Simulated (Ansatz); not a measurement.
C

```xyz
6
Lattice="2.1165 1.2220 -0.0095 -2.1165 1.2220 0.0095 0.0700 0.0000 10.9505" Properties=species:S:1:pos:R:3 pbc="T T T"
C     0.0117    0.0000    1.8251
C     0.7405    1.2220    5.4721
C    -0.6472    1.2220    9.1285
C     0.7172    1.2220    1.8220
C    -0.6705    1.2220    5.4784
C     0.0583    0.0000    9.1255
```

Space group R-3m; a structure from a database of computed crystals, not necessarily the ambient phase.

Theory: Kohn-Sham DFT of a periodic cell, HSEsol, Ansatz PAW (Ansatz 0.2.0).

The density is the valence pseudo-density of a PAW calculation; it isn't the true density close to the nuclei.

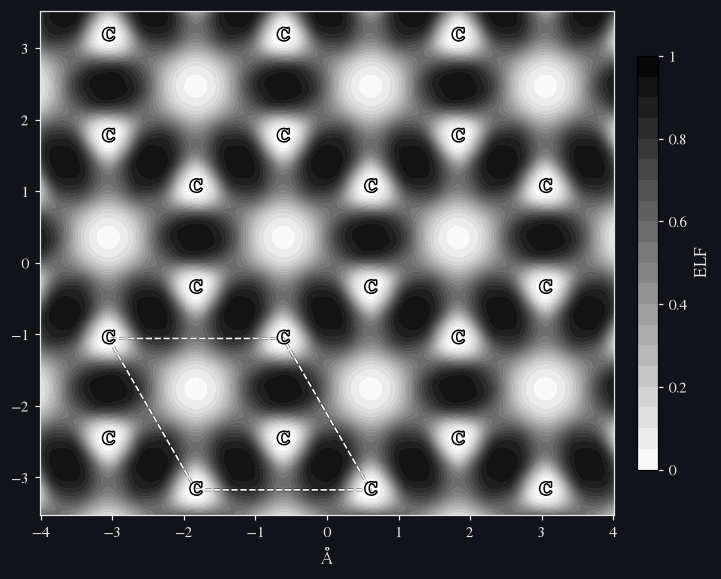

Figure 1. ELF on the (001) plane of the conventional cell.

### Describe what can be read from this map.

- Atoms in the plane: C.
- C–C (1.41 Å): the ELF peaks at about 0.95 between the atoms, as expected for localised, covalent bonding.

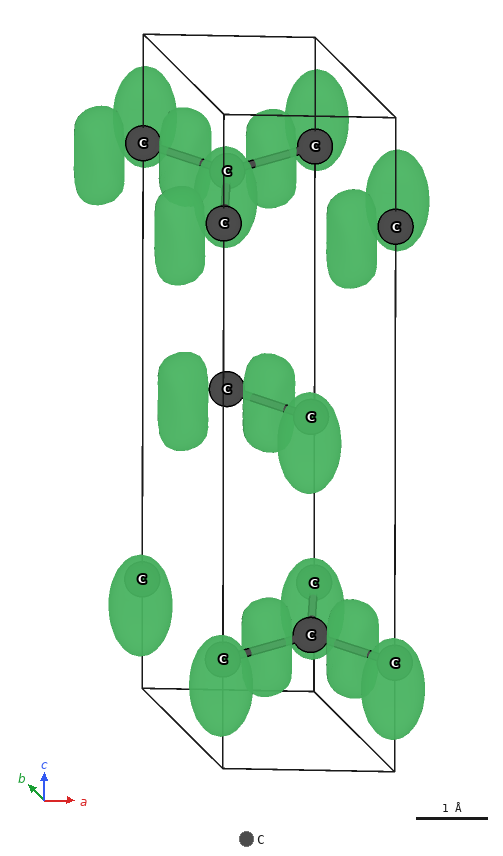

Figure 2. Isosurface of the ELF at 0.75 (green), seen at an oblique angle. Core shells and regions of very low density are left out. Sticks mark near contacts.

### Identify the bonds, lone pairs and shells in this picture.

The surface consists of nine regions between bonded C–C atoms (shared pairs), counted in one cell of 6 atoms. Any copies at cell faces, edges or corners count once.

### Metal or insulator at this level of theory?

It is gapped, with a Kohn–Sham gap of 3.0 eV on the k-point mesh (the band edges may lie off the mesh, which would make the gap smaller).
